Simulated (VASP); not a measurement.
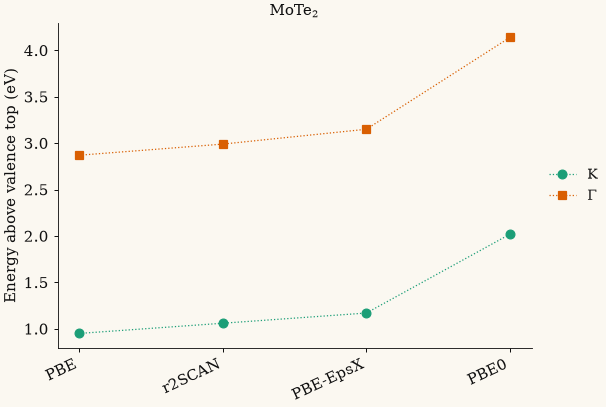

Lowest conduction level at each named k point, counted from the valence-band top at Γ, by several methods on one cell of MoTe2, space group P6_3/mmc (No. 194), 6 atoms in the cell; a = 3.496 Å, c = 13.695 Å (hexagonal axes). All runs are without spin-orbit coupling and carry no moments. The smallest gap lies off these points.

```csv
method,program,K (eV),Γ (eV)
PBE,VASP,0.95,2.87
r2SCAN,VASP,1.06,2.99
PBE-EpsX,VASP,1.17,3.15
PBE0,VASP,2.02,4.14
```

One method is left out: G0W0@PBE. Predict its row. It was run as: PBE, VASP PAW PBE potentials, release 64 (Te_GW, Mo_sv_GW), 6×6×1 k mesh, 500 eV cutoff, Gaussian smearing of 0.01 eV (VASP 6.6.1), G0W0 with GW iterations 1, cutoff of the response function 150 eV, frequency points 48 and empty bands 561.

Answer. It starts from PBE, whose row gives 0.95 eV at K. G0W0@PBE gives 1.23 eV at K and 3.08 eV at Γ, which is +0.28 eV from PBE at K.

Does G0W0@PBE shift these levels rigidly from PBE?

Answer. The shifts are +0.28 eV at K and +0.21 eV at Γ, and at points that aren't plotted +0.52 eV (M): over the named points that both runs hold, a spread of 0.31 eV on a mean of 0.34 eV, so one shift doesn't describe them.

How do the methods rank at K?

Answer. From low to high: PBE 0.95, r2SCAN 1.06, PBE-EpsX 1.17, G0W0@PBE 1.23, PBE0 2.02 eV. Too close to rank are PBE-EpsX against G0W0@PBE (different potentials, meshes and cutoffs).

Settings. PBE: VASP PAW PBE potentials, release 64 (Te, Mo_sv), 12×12×3 k mesh, 520 eV cutoff, Gaussian smearing of 0.03 eV (VASP). r2SCAN: VASP PAW PBE potentials, release 64 (Te, Mo_sv), 9×9×2 k mesh, 520 eV cutoff, Gaussian smearing of 0.03 eV (VASP 6.6.1). PBE-EpsX: a hybrid whose share of exact exchange is set to 1/ε∞, VASP PAW PBE potentials, release 64 (Te, Mo_sv), 6×6×2 k mesh, 520 eV cutoff, Gaussian smearing of 0.03 eV (VASP). PBE0: VASP PAW PBE potentials, release 64 (Te, Mo_sv), 6×6×2 k mesh, 520 eV cutoff, Gaussian smearing of 0.03 eV (VASP).

These are five of the 8 methods that were run on this cell. Spin-orbit coupling is left out, which matters for Te and Mo. The cell was derived from a database entry in an earlier step, so it needn't be the measured one. r2SCAN, PBE-EpsX and PBE0: the PAW data sets were made with another functional. LDA, GGA and most meta-GGA functionals understate gaps. PBE-EpsX and PBE0: the k mesh is thin for exact exchange. G0W0@PBE: the k mesh is coarse, so the values aren't converged. G0W0@PBE: bands, screening cutoff and mesh are small and nothing is extrapolated, so the quasiparticle values aren't converged. Over all k points computed the smallest gap is 0.64 eV in PBE (mesh alone), 0.69 eV in r2SCAN, 0.93 eV in PBE-EpsX (mesh alone), 0.98 eV in G0W0@PBE (mesh alone) and 1.73 eV in PBE0 (mesh alone), and a mesh with an odd division can miss a smaller one. The GW values are at finite bands, cutoffs and mesh, short of the basis limit.
